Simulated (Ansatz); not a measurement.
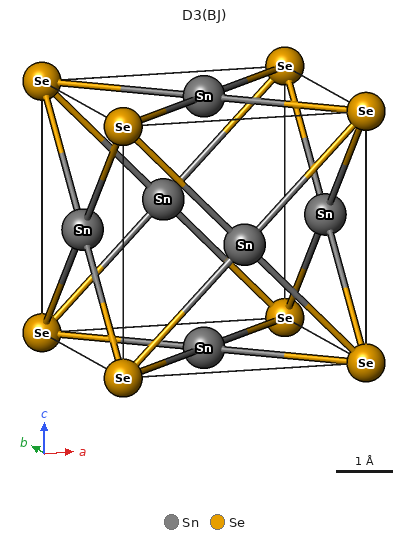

Solid Sn3Se (set up in Pm-3m), relaxed (cell and atoms) with several dispersion corrections. The picture shows the result with D3(BJ). The picture is a ball-and-stick view of the cell of the calculation, seen slightly off an axis.

Computed with Ansatz 0.2.0: PBEsol, Ansatz PAW. Settings: plane-wave cutoff 420 eV; k-point mesh 6 × 6 × 6; occupations fermi-dirac; smearing width 0.05 eV; no spin polarisation; cell and atoms relaxed; force threshold 0.01 eV/Å.

```
dispersion correction  volume (Å³/atom)  a (Å)
               D3(BJ)            24.077  4.584
                 none            25.256  4.657
                   D4            24.522  4.612
           D3(BJ)-ATM                 ?      ?
```

> Fill in the missing row.

With D3(BJ)-ATM the volume falls between D3(BJ) (24.077) and D4 (24.522). The calculation gives 24.201 Å³/atom (a = 4.592 Å). In order of volume: D3(BJ) < D3(BJ)-ATM < D4 < none; the spread is 4.9 %.

Each member starts from this one structure; whether another phase lies lower wasn't checked.
